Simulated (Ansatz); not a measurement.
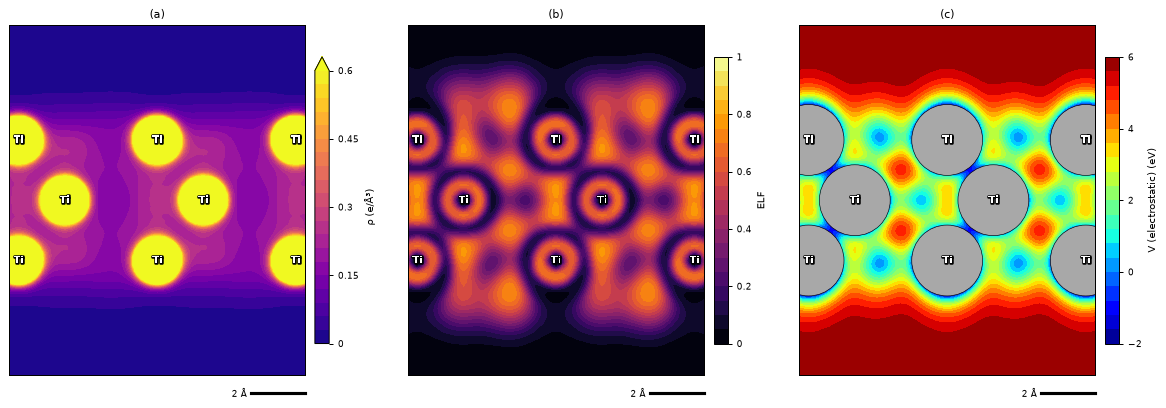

Figure. Ti (slab). (a) valence charge density (pseudo); (b) electron localisation function; (c) electrostatic potential energy of an electron on the (110) plane of the calculation cell, a cut from vacuum to vacuum. Grey discs cover the atomic cores in the potential map.

Computed without spin polarisation.

These are results of Ansatz, DFT r2SCAN, scalar-relativistic, plane waves, PAW, not measurements.

The calculation's input:

```
crystal:
  lattice:
    - [2.9357969418, 0.0, 0.0]
    - [-1.4678984709, 2.5424747319, 0.0]
    - [0.0, 0.0, 21.6361929095]
  atoms:
    - { symbol: Ti, position: [0.3333333333, 0.6666666667, 0.3928602428] }
    - { symbol: Ti, position: [0.6666666667, 0.3333333333, 0.5] }
    - { symbol: Ti, position: [0.3333333333, 0.6666666667, 0.6071397572] }
basis:
  ecutwfc: 500
kpoints:
  mp_grid: { grid: [12, 12, 1] }
hamiltonian:
  xc: r2scan
scf:
  occupations: { method: gaussian, width: 0.1 }
output:
  forces: true
  eigenvalues: true
  write_density: true
  write_potential: true
  elf: true
  volumetric_format: npy
relax:
  adjacent_minimum: "off"
  f_tol: 0.03
  max_steps: 70
  constraints: [{ sites: [0] }]
efield:
  axis: 3
  dipole_correction: true
  ramp_width: 0.04
```

Command:

```sh
ansatz run input.yaml --threads 2 --pin off --max-ram 5120MiB --backend cpu --events-out ev --progress --plain --runs-dir out
```

The fields are those of the run's last geometry, not of the input's.

Read the bonding off the picture.

Answer.
- The section cuts through Ti sites.
- Ti–Ti (2.79 Å): ρ at the midpoint is about 0.22 e/Å³; the ELF is about 0.20 at the midpoint: no shared electron pair shows on this line.
- The density dies away to nearly zero in the vacuum.
- The features right at Ti lie inside the PAW spheres, where the map follows smoothed inner orbitals and isn't to be read closely.
- Outside the cores the potential energy rises away from the atoms and is highest in the vacuum; its zero is arbitrary.
